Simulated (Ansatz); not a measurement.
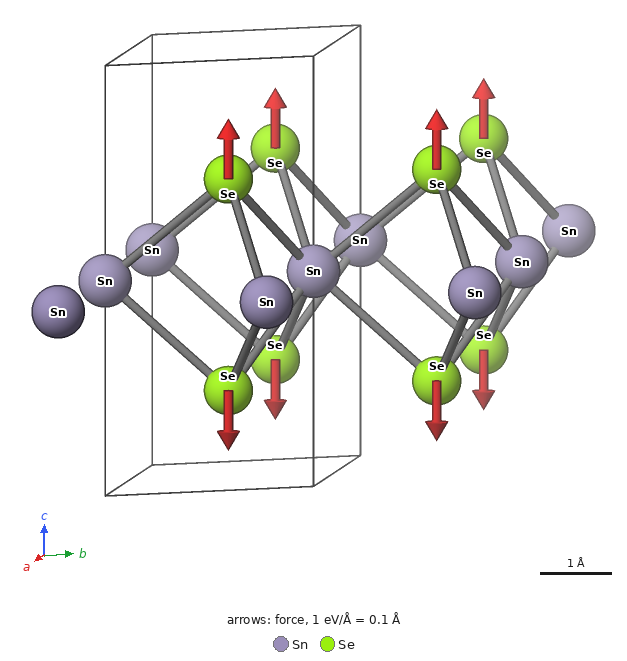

Starting geometry of solid SnSe2 (a generated structure, set up in P-6m2) (coarse preliminary run) with the computed forces as red arrows. The picture is a ball-and-stick view of the cell of the calculation, repeated 2 × 2 × 1 with one cell outlined, seen slightly off an axis.

Level of theory: DFT PBE+D3(BJ), scalar-relativistic, plane waves, PAW in Ansatz 0.2.0.

The input:
```yaml
crystal:
  lattice:
    - [3.11178276, 0.0, 0.0]
    - [-1.55589138, 2.69488293, 0.0]
    - [0.0, 0.0, 6.19284606]
  atoms:
    - { symbol: Sn, position: [0.0, 0.0, 0.5] }
    - { symbol: Se, position: [0.33333333, 0.66666667, 0.25432571] }
    - { symbol: Se, position: [0.33333333, 0.66666667, 0.74567429] }
basis:
  ecutwfc: 420
kpoints:
  mp_grid: { grid: [6, 6, 4] }
hamiltonian:
  xc: pbe
  dispersion: d3bj
scf:
  occupations: { method: gaussian, width: 0.1 }
  lower_state_search: "off"
output:
  forces: true
  stress: true
  eigenvalues: true
relax:
  adjacent_minimum: "off"
  f_tol: 0.04
  max_steps: 70
  cell: { stress_tol: 0.4 }
```

Run as
```bash
ansatz run input.yaml --threads 1 --pin off --max-ram 2048MiB --backend cpu --events-out ev --progress --plain --runs-dir out
```

What follows when this structure is relaxed?

Answer. It isn't relaxed: the largest force vector, on Se atoms, is 8.74 eV/Å. The atoms end up moving mostly along the starting forces (cosine between the two patterns 1.00). The largest moves relative to the cell, 0.24 Å, are those of Se2 and Se3. Se2 goes along −c. Sn stays in place. Cell: a = b 3.112 → 4.208 Å (+35.2 %), c 6.193 → 5.761 Å (−7.0 %). Volume +70.2 %. Some distances before and after: Se2–Se2 3.112 → 4.208 Å, Se2–Se3 3.150 → 2.455 Å, Sn1–Se2 2.354 → 2.939 Å. Bond angles that change, for instance: Se2–Sn1–Se3 80.5° → 68.5°, Sn1–Se3–Sn1 82.7° → 91.5°, Se2–Sn1–Se2 82.7° → 91.5°. The space group stays P-6m2 (No. 187). Over 11 accepted moves (13 points after the start) the energy falls by 2037 meV per atom. Largest force component: 8.7 eV/Å at the start, 0.031 eV/Å at the end. The pressure goes from 85.14 to 0.12 GPa. The SCF was repeated twice at an unchanged geometry on a basis and grid sized afresh for the cell, which shifted the energy by 43.3 meV per atom at most. Cost: 57 s on 1 thread of Intel(R) Xeon(R) Platinum 8259CL CPU @ 2.50GHz (Skylake/Cascade Lake), on a shared host, peak memory 0.42 GiB.
